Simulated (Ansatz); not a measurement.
**Run report: Cu, single-point calculation**

System: Cu (6 atoms in the cell).
Method: DFT PBEsol, scalar-relativistic, plane waves, PAW, no spin polarisation (Ansatz 0.2.0).

The structure derives from a Materials Project entry. It belongs to a series of runs on one base structure; here: the relaxed cell repeated 3 times. Figures and captions count atoms from 1; the log counts them from 0 in places.

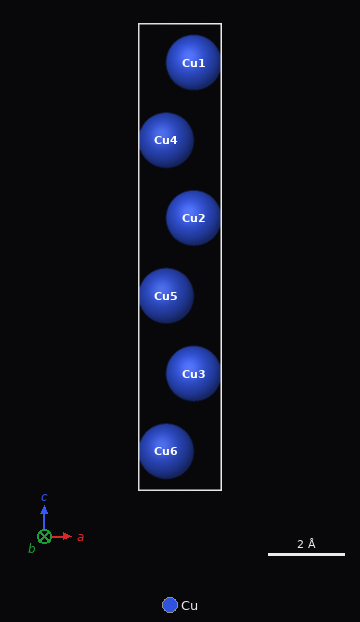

*The structure (spheres-only view of the reduced cell, along the b axis; atoms are numbered from 1 in the order of the input). An atom can appear more than once, as a periodic image.*

Input:
```yaml
crystal:
  lattice:
    - [-1.260295513, -2.182895861, 0.0]
    - [1.260295513, -2.182895861, 0.0]
    - [0.0, 0.0, 12.3495698094]
  atoms:
    - { symbol: Cu, position: [0.6666666667, 0.6666666667, 0.0833333333] }
    - { symbol: Cu, position: [0.6666666667, 0.6666666667, 0.4166666667] }
    - { symbol: Cu, position: [0.6666666667, 0.6666666667, 0.75] }
    - { symbol: Cu, position: [0.3333333333, 0.3333333333, 0.25] }
    - { symbol: Cu, position: [0.3333333333, 0.3333333333, 0.5833333333] }
    - { symbol: Cu, position: [0.3333333333, 0.3333333333, 0.9166666667] }
basis:
  ecutwfc: 420
kpoints:
  mp_grid: { grid: [27, 27, 5] }
hamiltonian:
  xc: pbesol
scf:
  occupations: { method: gaussian, width: 0.15 }
output:
  forces: true
  stress: true
  eigenvalues: true
  write_density: true
  write_potential: true
  elf: true
  volumetric_format: npy
```

Machine: 2 threads of Intel Xeon @ 2.50GHz (Skylake/Cascade Lake), 16 GiB of memory available, shared host.

Run as:
```bash
ansatz run input.yaml --threads 2 --pin off --max-ram 5120MiB --backend cpu --events-out ev --progress --plain --runs-dir out
```

Output:
```
Engine: ansatz 0.2.0, x86_64-unknown-linux-gnu
Pseudopotentials: kind: paw
Pseudopotential: Cu, paw, valence charge 19, recommended cutoff 420 eV (normal), Cu.paw.azcp
Functional definition: PBEsol
  exchange = pbesol_x
  correlation = pbesol_c
Crystal: 6 atoms, lattice volume = 67.950 Å³
Basis set: ecut = 420 eV, 1355 PW (Γ), exchange–correlation on 36×36×180 points (8 copies of the dense FFT grid, shifted against one another)
Bands: 69, of which v1, the nominal top of the filled ones, is band 57 counted from 1 (56 counted from 0)
Symmetry: 72 space group operations
Space group: P63/mmc (ITA 194), of the structure as read, at distance tolerance 4.1e-5 Å
k-points: 225 of 3645
Non-local potential: Cu, projectors of the file, l = 0: 3, l = 1: 2, l = 2: 3, l = 3: 1
PAW form: soft (Blöchl's): semilocal exchange-correlation on the pseudo side does not see the compensation charge
PAW frozen core: Cu, regenerated for the run's functional, and the local potential with it (the file was generated under x = pbe(κ = 0.804, μ = 0.2195149727645171), c = pbe(β = 0.06672455060314922))
PAW one-centre angular grid: Cu, 590 points (default); XC on 64 Gauss nodes
Initial density: superposition of atomic densities (neutral atoms: chi_scale 0, normalization atom), corrected by the library's trained network
Initial wavefunctions: pseudopotential atomic-orbital guess
Functional: x = pbesol(κ = 0.804, μ = 0.12345679012345678), c = pbesol(β = 0.046)
SCF iter   1: F=—  HF=-39532.633392 eV  |F-HF|=—  |Δ(HF+E_count)|=         —  Δρ=2.21e-2  dr2=1.72e-1  ethr=1.77e-3  ⟨swp⟩=5.0  Hψ=48558  notcnv=0  defer=371
preconditioner: auto → Kerker (q_TF=auto, 2.974 Å⁻¹)  [metal: Δε(μ)=0.002 eV  Ē_g=11.018 eV  σ=0.150 eV  W_gap=0.01  n_scr=28 (ndim 8)  ℏωp=36.6 eV  f_vac=0.000  D(μ)=2.18/eV (n_scr^D=8)]
SCF iter   2: F=—  HF=-39532.596468 eV  |F-HF|=—  |Δ(HF+E_count)|=   3.69e-2  Δρ=2.60e-3  dr2=2.87e-3  ethr=1.50e-4  ⟨swp⟩=2.0  Hψ=26012  notcnv=0  defer=1030
SCF iter   3: F=—  HF=-39532.594875 eV  |F-HF|=—  |Δ(HF+E_count)|=   1.59e-3  Δρ=2.53e-3  dr2=2.80e-3  ethr=2.51e-6  ⟨swp⟩=3.0  Hψ=30227  notcnv=0  defer=1030
SCF iter   4: F=—  HF=-39532.593872 eV  |F-HF|=—  |Δ(HF+E_count)|=   1.00e-3  Δρ=2.59e-4  dr2=1.44e-5  ethr=2.45e-6  ⟨swp⟩=2.5  Hψ=21078  notcnv=0  defer=1030
SCF iter   5: F=—  HF=-39532.593876 eV  |F-HF|=—  |Δ(HF+E_count)|=   4.16e-6  Δρ=5.98e-5  dr2=1.47e-6  ethr=1.26e-8  ⟨swp⟩=2.0  Hψ=27324  notcnv=0  defer=1030
SCF iter   6: F=-39532.593869 eV  HF=-39532.593869 eV  |F-HF|=3.97e-9  |Δ(HF+E_count)|=   6.89e-6  Δρ=1.10e-5  dr2=4.84e-8  ethr=8.77e-11  ⟨swp⟩=10.6  Hψ=115594  notcnv=0
SCF 1 converged in 6 iterations: F = -39532.593869 eV  dr2 = 4.84e-8
  greatest PAW one-centre occupation: 1.000 electrons in one spin orbital (limit 2), on the Cu atom at site 5 (counted from 0), in its partial waves of l = 0
```

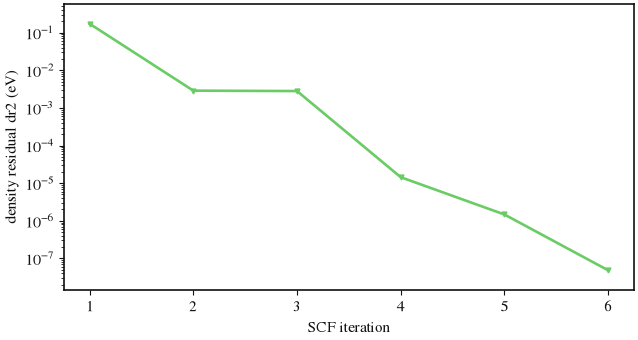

*Convergence of the self-consistent field: density residual dr2 against the SCF iteration.*

The residual falls at every step.

```
SCF converged after 6 iterations
Free energy (F): -39532.593869 eV
Harris-Foulkes:  -39532.593869 eV  (|F-HF|=3.97e-9)
Internal energy: -39532.569788 eV  (E = F + TS)
E sigma→0 (E₀):  -39532.581828 eV
Entropy (-TS):   -0.024081 eV (-4.013 meV/atom)
Fermi energy:    17.509639 eV
--- Per-component energies (eV) ---
  E_band       = -2075.379513
  E_kinetic    = 1803.791930
  E_local      = -23832.735074  (includes V_loc(G=0)·N_el)
  E_nonlocal   = 2346.392260
  E_hartree    = 10496.509730
  E_xc         = -536.375331
  E_vxc        = -695.292283  (∫ρ·V_xc dr)
  E_paw        = -9754.790186  (= ΣΔE_a)
  E_vpaw       = -2690.576979  (= ΣTr[D̂ρ^β])
  E_aug_tail   = 0.001498  (compensation charges beyond the density's cutoff)
  E_ewald      = -20056.601829
  E_core_change = 1.237213  (= ΣΔE_core)
  E_smearing   = -0.024081  (= −TS)
  E_closure    = -0.000000  (closes the sum)
  Σ components = -39532.593869   (vs F -39532.593869, Δ=0.00e0)
--- Forces (eV/Å), atoms counted from 1 ---
  atom   1  Cu    -0.00000000     0.00000000    -0.00000000
  atom   2  Cu    -0.00000000     0.00000000    -0.00000000
  atom   3  Cu    -0.00000000     0.00000000     0.00000000
  atom   4  Cu     0.00000000    -0.00000000    -0.00000000
  atom   5  Cu     0.00000000    -0.00000000     0.00000000
  atom   6  Cu     0.00000000    -0.00000000     0.00000000
  max |Σ_I F_I| component: 1.04e-17 eV/Å
--- Stress (GPa, compression-positive) ---
       -0.468527       0.000000      -0.000000
        0.000000      -0.468527       0.000000
       -0.000000       0.000000       0.841826
  P = ⅓ Tr σ = -0.0317 GPa (-0.317 kbar)
--- Band table (eV; the first three rows and the last of 225) ---
  k-point 0: bands = ["-94.8516", "-94.8473", "-94.8473", "-94.8389", "-94.8389", "-94.8346", "-52.4270", "-52.3951", "-52.3951", "-52.3310", "-52.3310", "-52.3245", "-52.3245", "-52.3197", "-52.3197", "-52.3197", "-52.3197", "-52.3101", "-52.3101", "-52.3101", "-52.3101", "-52.3053", "-52.3053", "-52.2988", "7.7310", "8.7505", "8.7505", "11.1978", "11.1978", "12.1504", "14.1852", "14.1852", "14.3307", "14.3307", "14.3458", "14.3458", "14.3458", "14.3458", "14.3631", "14.4263", "14.4263", "14.4867", "14.4867", "14.4867", "14.4867", "14.6523", "14.6523", "14.9663", "14.9663", "15.3101", "15.3101", "15.3101", "15.3101", "15.6871", "15.6871", "15.6871", "15.6871", "15.7746", "15.7746", "16.2949", "21.4523", "26.3432", "26.3432", "34.5032", "34.5032", "39.1764", "39.4186", "39.4186", "39.7090"]
  k-point 1: bands = ["-94.8513", "-94.8488", "-94.8457", "-94.8405", "-94.8374", "-94.8348", "-52.4256", "-52.4059", "-52.3829", "-52.3433", "-52.3243", "-52.3243", "-52.3213", "-52.3213", "-52.3201", "-52.3179", "-52.3179", "-52.3119", "-52.3119", "-52.3085", "-52.3085", "-52.3055", "-52.3055", "-52.3001", "7.7729", "8.3906", "9.1773", "10.7071", "11.5990", "12.1259", "14.1352", "14.1665", "14.2394", "14.3512", "14.3512", "14.3534", "14.3534", "14.3544", "14.4173", "14.4173", "14.4403", "14.4403", "14.5353", "14.5353", "14.6357", "14.6435", "14.6435", "14.9868", "14.9868", "15.2137", "15.2137", "15.4047", "15.4047", "15.6358", "15.6358", "15.7247", "15.7247", "15.7724", "15.7724", "16.0956", "21.7564", "24.9331", "27.8480", "32.7670", "36.2631", "39.1801", "39.3170", "39.5655", "39.7518"]
  k-point 2: bands = ["-94.8508", "-94.8499", "-94.8440", "-94.8422", "-94.8362", "-94.8353", "-52.4215", "-52.4148", "-52.3698", "-52.3564", "-52.3236", "-52.3236", "-52.3226", "-52.3226", "-52.3159", "-52.3159", "-52.3139", "-52.3139", "-52.3111", "-52.3071", "-52.3071", "-52.3061", "-52.3061", "-52.3043", "7.8981", "8.1049", "9.6598", "10.1796", "11.8781", "12.0434", "14.1018", "14.1031", "14.2894", "14.3291", "14.3696", "14.3696", "14.3716", "14.3716", "14.3957", "14.3957", "14.4001", "14.4001", "14.5810", "14.5810", "14.6186", "14.6186", "15.0426", "15.0426", "15.0878", "15.1218", "15.1218", "15.4927", "15.4927", "15.5706", "15.5706", "15.6229", "15.7498", "15.7498", "15.7648", "15.7648", "22.5512", "23.6493", "29.4287", "31.0721", "38.0207", "39.1785", "39.2584", "39.7620", "39.7749"]
  k-point 224: bands = ["-94.8304", "-94.8304", "-94.8304", "-94.8304", "-94.8304", "-94.8304", "-52.4063", "-52.4063", "-52.4001", "-52.3982", "-52.3938", "-52.3938", "-52.3891", "-52.3891", "-52.3852", "-52.3814", "-52.3684", "-52.3664", "-52.3442", "-52.3442", "-52.3394", "-52.3394", "-52.3269", "-52.3269", "13.1752", "13.2240", "13.2767", "13.2767", "13.3034", "13.3034", "13.4064", "13.4064", "13.4858", "13.5248", "13.5287", "13.5378", "14.0687", "14.0687", "14.1616", "14.1616", "14.1872", "14.1872", "14.8779", "14.8891", "14.9256", "14.9989", "15.5226", "15.6437", "15.6904", "15.6904", "15.7156", "15.7156", "15.8009", "15.8009", "20.7742", "21.0421", "21.0655", "21.0655", "21.1521", "21.1521", "21.5975", "21.5975", "22.8577", "23.4554", "24.6729", "24.6729", "26.2776", "26.6508", "26.6508"]
```

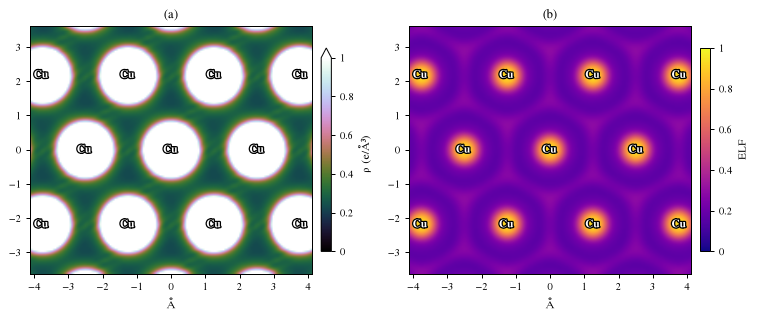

*(a) valence charge density (pseudo); (b) electron localisation function on the (001) plane of the calculation cell.*

Atoms in the plane: Cu. Cu–Cu (2.52 Å): ρ is about 0.29 e/Å³ halfway; the ELF is about 0.20 at the midpoint; no localised pair between them. Away from the nuclei the density in this plane falls to 0.23 e/Å³ at its lowest. The strong features right at Cu lie inside the PAW spheres (semicore, d or f shells) and say nothing about bonding. In a PAW calculation such maps are meaningful between the atoms, not at the nuclei.

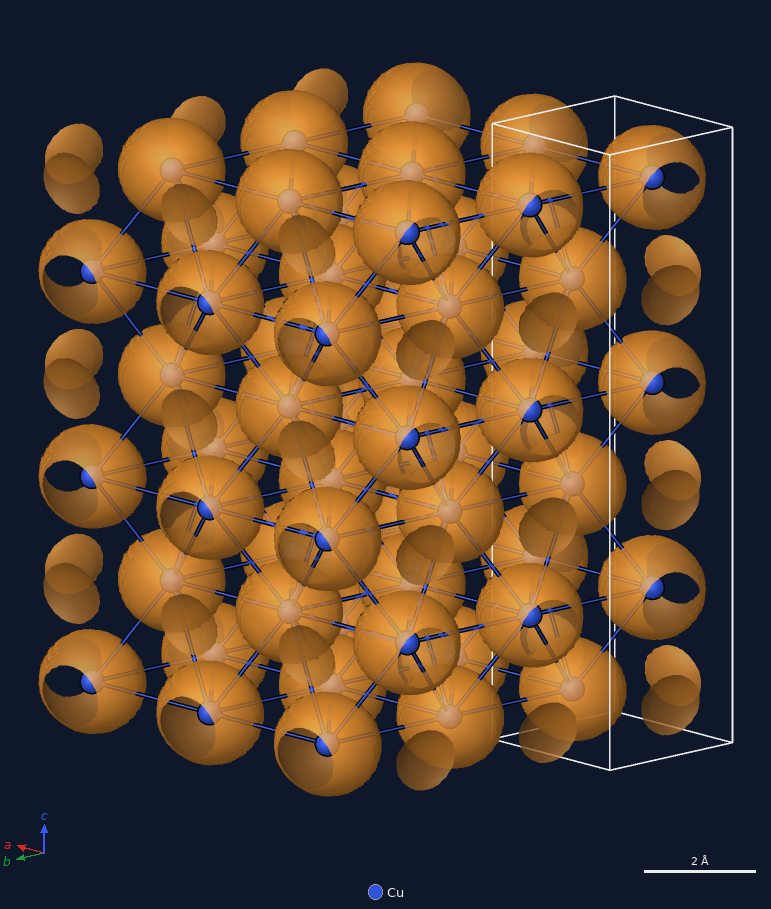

*Isosurface of the valence electron density at 0.5 e/Å³ (orange), seen at an oblique angle. Sticks mark near contacts. The outline is the calculation cell.*

At this value the density breaks into separate islands; it holds about 90 % of the electrons treated as valence (semicore included). It is pinched off along the Cu–Cu (2.52 Å) contacts. On the grid the lowest density along these lines, outside the cores, is 0.29 e/Å³ (Cu–Cu, 2.52 Å).

Results in brief:

```json
{"quantity": "outcome", "value": "converged"}
{"quantity": "space group (tolerance 0.01 Å)", "value": "P6₃/mmc (194)"}
{"quantity": "electrons treated", "value": "114"}
{"quantity": "free energy", "value": "−39532.5939 eV"}
{"quantity": "Fermi energy", "value": "17.510 eV"}
{"quantity": "gap on the k-point mesh", "value": "none (metallic)"}
{"quantity": "pressure", "value": "−0.03 GPa"}
{"quantity": "largest force (length of the vector)", "value": "under 0.001 eV/Å"}
{"quantity": "wall time", "value": "30 s (CPU time 58 s)"}
{"quantity": "peak memory", "value": "0.96 GiB"}
```
